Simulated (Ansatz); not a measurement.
# Calculations on S31Pb33

### Relaxation

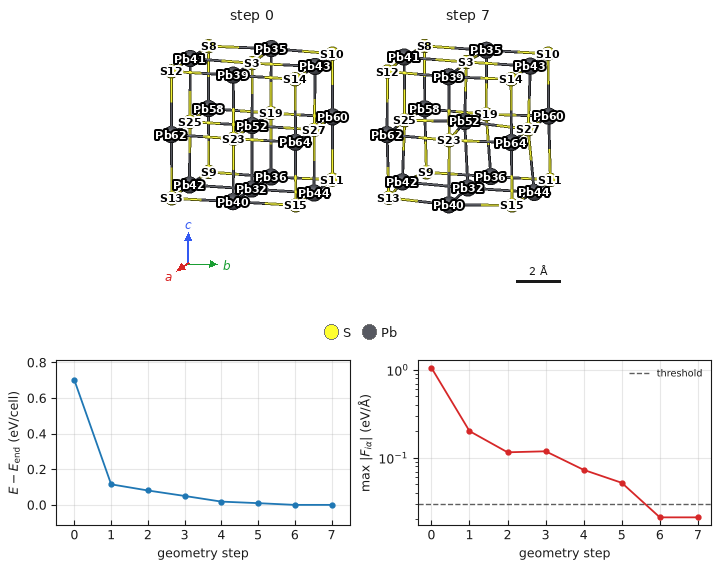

First and last geometry of a relaxation of a defect cell of composition S$_{31}$Pb$_{33}$ (cell charge +2), with the history of the run. A ball-and-stick model of the atoms within 5.8 Å of the atom that moves most (axes of the cell of the calculation (origin shifted)), seen slightly off an axis.

Theory: Ansatz 0.2.0, DFT, PBEsol, PAW, plane waves. Settings: plane-wave cutoff 420 eV; k-point mesh 1 × 1 × 1; mesh shifted by (0.25, 0.25, 0.25); no spin polarisation; atoms relaxed in a fixed cell; force threshold 0.03 eV/Å; at most 80 steps.

> Did the run converge, and what did it change?

It converged. Pb52 moves most: 0.25 Å roughly along [1 −2 3]. Largest moves by element: Pb 0.25 Å, S 0.12 Å. The cell stays as it was. Near-neighbour distances that change, for instance: Pb32–Pb40 2.937 → 3.131 Å, Pb32–Pb36 2.964 → 3.120 Å, Pb32–Pb44 2.977 → 3.129 Å, Pb32–Pb52 2.969 → 3.117 Å. Bond angles that change, for instance: S19–Pb52–S23 179.3° → 168.3°, S27–Pb52–Pb32 90.1° → 83.9°, S25–Pb52–S27 179.6° → 173.4°. Over 7 geometry steps the energy falls by 0.700 eV per cell of the calculation. Largest force component: 1.1 eV/Å at the start, 0.021 eV/Å at the end.

Limits of the set-up: the cell is charged, on a uniform background, and energies carry no finite-size correction.

### Relaxation

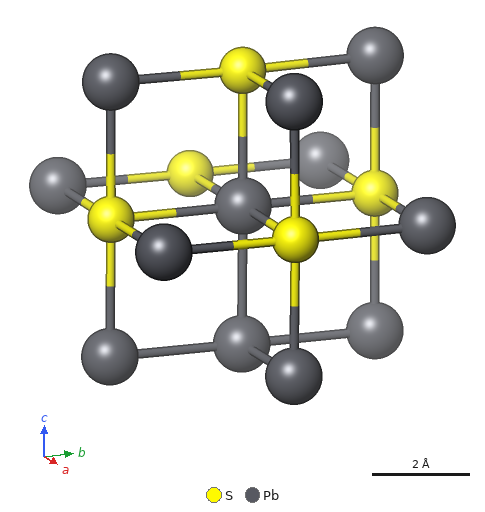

A defect cell of composition S$_{31}$Pb$_{33}$ (cell charge −1), before the relaxation. Style: ball-and-stick. Shown: the atoms within 4.2 Å of the atom that moves most (axes of the cell of the calculation), slightly off an axis.

Computed with DFT, PBEsol, PAW, plane waves in Ansatz.

Set-up: plane-wave cutoff 420 eV; k-point mesh 1 × 1 × 1; mesh shifted by (0.25, 0.25, 0.25); collinear spin; atoms relaxed in a fixed cell; force threshold 0.03 eV/Å; at most 80 steps.

```xyz
64
Lattice="11.8000 0.0000 0.0000 0.0000 11.8000 0.0000 0.0000 0.0000 11.8000" Properties=species:S:1:pos:R:3 pbc="T T T"
S     2.9623    0.0047    0.0008
S     2.9618   11.7758    5.8818
S     2.9442    5.9094   11.7699
S     8.8580   11.7941   11.7942
S     8.8378    0.0192    5.8888
S     8.8684    5.9055    0.0274
S     8.8569    5.8874    5.9084
S     0.0042    2.9521   11.7840
S     0.0104    2.9612    5.9164
S     0.0185    8.8509   11.7989
S    11.7989    8.8438    5.9124
S     5.9013    2.9471    0.0089
S     5.8726    2.9548    5.8803
S     5.9114    8.8391    0.0017
S     5.8990    8.8672    5.9198
S    11.7906   11.7761    2.9922
S     0.0400    0.0327    8.8702
S     0.0113    5.8979    2.9562
S    11.7954    5.9173    8.8407
S     5.9262    0.0369    2.9578
S     5.9284   11.7978    8.8553
S     5.9277    5.8885    2.9115
S     5.8964    5.9050    8.8448
S     2.9803    2.9234    2.9748
S     2.9600    2.9496    8.8584
S     2.9122    8.8625    2.9488
S     2.9586    8.8707    8.8464
S     8.8657    2.9486    2.9466
S     8.8689    2.9397    8.8443
S     8.8559    8.8328    2.9138
S     8.8749    8.8310    8.8838
Pb    2.9470    5.8865    5.8918
Pb   11.7759   11.7975    0.0287
Pb    0.0085    0.0063    5.9092
Pb   11.7897    5.9305    0.0475
Pb   11.7833    5.9211    5.8545
Pb    5.9277    0.0222   11.7969
Pb    5.8901   11.7822    5.9033
Pb    5.8878    5.8813    0.0075
Pb    5.8837    5.8755    5.9045
Pb    2.9405    2.9524    0.0049
Pb    2.9669    2.9219    5.9084
Pb    2.9080    8.8954   11.7904
Pb    2.9721    8.8637    5.8954
Pb    8.8551    2.9736   11.7757
Pb    8.8583    2.9837    5.8974
Pb    8.8462    8.8342   11.7666
Pb    8.8561    8.8710    5.9233
Pb    2.9217    0.0065    2.9479
Pb    2.9408   11.7923    8.8296
Pb    2.9421    5.9074    2.9457
Pb    2.9667    5.9082    8.8610
Pb    8.8317   11.7938    2.9408
Pb    8.7886   11.7841    8.8587
Pb    8.8413    5.8913    2.9568
Pb    8.8715    5.8809    8.8144
Pb    0.0168    2.9463    2.9402
Pb    0.0075    2.9468    8.8722
Pb   11.7840    8.8516    2.9108
Pb   11.7794    8.8496    8.8366
Pb    5.9171    2.9101    2.9558
Pb    5.9142    2.9463    8.8627
Pb    5.8692    8.8640    2.9815
Pb    5.9099    8.8536    8.8600
```

Predict the outcome.

Pb52 moves most: 0.15 Å along [−3 −3 2]. By element the largest moves are Pb 0.15 Å, S 0.09 Å. The lattice vectors keep their values. Among the contacts that change: S23–Pb52 2.930 → 3.034 Å, S23–Pb40 2.940 → 3.041 Å, Pb32–Pb40 2.937 → 3.022 Å, S27–Pb44 2.951 → 3.034 Å. Bond angles that change, for instance: S3–Pb52–Pb32 179.1° → 175.6°, S19–Pb52–S25 90.0° → 93.3°, S25–Pb52–S27 179.6° → 176.5°. After 3 geometry steps the energy has fallen by 0.287 eV per cell of the calculation. The largest force component goes from 0.55 to 0.017 eV/Å. The run took 5.9 s on 1 × NVIDIA GB200 with 8 threads of Arm Neoverse-V2, peak memory 2.1 GiB.

The end point in the same view:

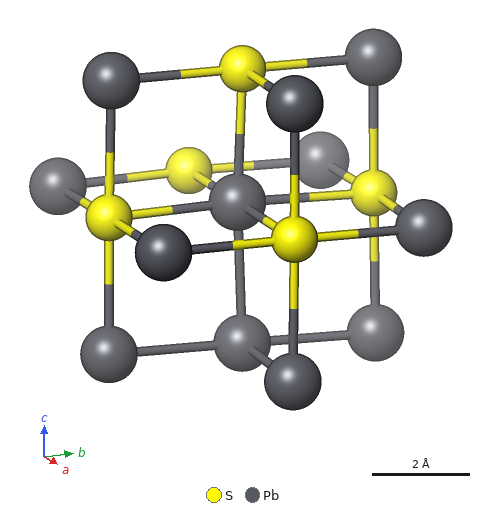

Limits of the set-up: the cell is charged, on a uniform background, and energies carry no finite-size correction.

### Defect

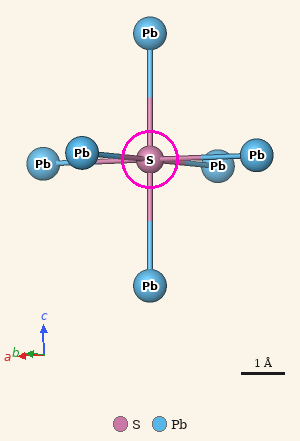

Perfect PbS. A ball-and-stick model of the atoms within 3.8 Å of one point, seen from a free direction.

The calculation used DFT, PBEsol, PAW, plane waves (Ansatz). Settings: plane-wave cutoff 420 eV; k-point mesh 1 × 1 × 1; mesh shifted by (0.25, 0.25, 0.25); collinear spin. Fermi-Dirac smearing of 0.01 eV. A uniform background neutralises the charged cell. The axes drawn are those of the host's conventional cell.

A sulfur atom is replaced by lead at the ringed place, in charge state +3. The supercell has 64 sites, and the atoms are relaxed at the host's cell.

Q: Predict the relaxed surroundings of the defect.

A: In the host the S atom has 6 Pb at 2.95 Å; the Pb atom ends with 6 Pb at 3.13 to 3.14 Å. Of the host's atoms, a lead atom moves furthest from its site, by 0.20 Å. The cell's net moment is 1.00 μB.

The relaxed defect, seen from the same direction:

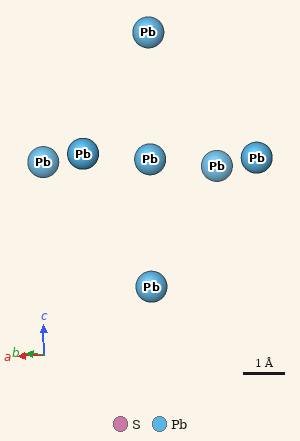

Limits of the set-up: the cell is charged, on a uniform background, and energies carry no finite-size correction.

### Defect

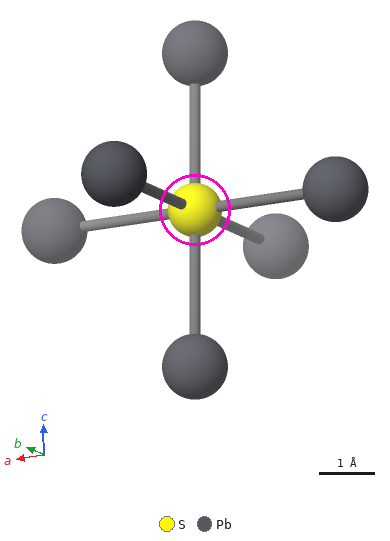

Perfect PbS. Style: ball-and-stick. Shown: the atoms within 3.8 Å of one point, from a free direction.

Theory: Ansatz 0.2.0, DFT, PBEsol, PAW, plane waves. Settings: plane-wave cutoff 420 eV; k-point mesh 1 × 1 × 1; mesh shifted by (0.25, 0.25, 0.25); no spin polarisation. Fermi-Dirac smearing of 0.01 eV. The axes drawn are those of the host's conventional cell.

A sulfur atom is replaced by lead at the ringed place, in charge state 0. The supercell has 64 sites, and the atoms are relaxed at the host's cell.

How do the neighbours respond?

Answer. In the host the S atom has 6 Pb at 2.95 Å; the Pb atom ends with 6 Pb at 3.02 to 3.20 Å. Of the host's atoms, a lead atom moves furthest from its site, by 0.43 Å. The Pb atom itself moves 0.59 Å from where it was put.

The relaxed defect, seen from the same direction:

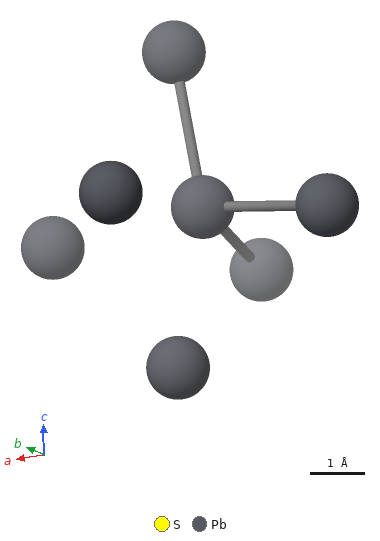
